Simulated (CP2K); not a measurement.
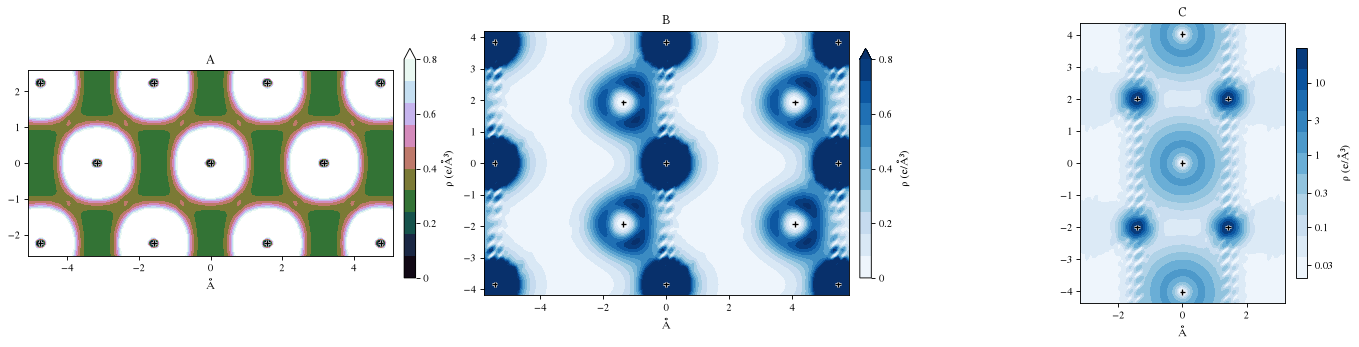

The valence pseudo-density of 3 systems, each on a plane through atoms (crosses mark nuclei in the plane).

Level of theory: Kohn-Sham DFT of a periodic cell, PBEsol, GTH-PBE with UZH-TZVP basis in CP2K.

System 1: Mo, the (11̄0) plane of the conventional cell. Space group Im-3m; a structure from a database of computed crystals, not necessarily the ambient phase; computed pressure about −7 GPa in this cell.

System 2: GaP, the (011) plane of the conventional cell. Space group F-43m.

```
Ga P
1.0
     3.85409   -2.22516    3.14685
     0.00000    4.45031    3.14685
    -3.85409   -2.22516    3.14685
Ga P
4 4
Cartesian
  -1.9270 1.1126 3.1468
  0.0000 -2.2252 3.1468
  0.0000 0.0000 0.0000
  1.9270 1.1126 3.1468
  -1.9270 1.1126 5.5070
  0.0000 -2.2252 5.5070
  0.0000 0.0000 2.3601
  1.9270 1.1126 5.5070
```

System 3: Li2S, the (011̄) plane of the conventional cell. Space group Fm-3m.

Which map belongs to which system?

Panel A is system 1, Mo: the plane holds Mo. Mo–Mo (2.74 Å): the density is about 0.41 e/Å³ at the midpoint. Panel B is system 2, GaP: the plane holds Ga and P. Ga–P (2.36 Å): ρ at the midpoint is about 0.54 e/Å³. Panel C is system 3, Li2S: the plane holds S and Li. Li–S (2.46 Å): ρ is about 0.29 e/Å³ halfway.
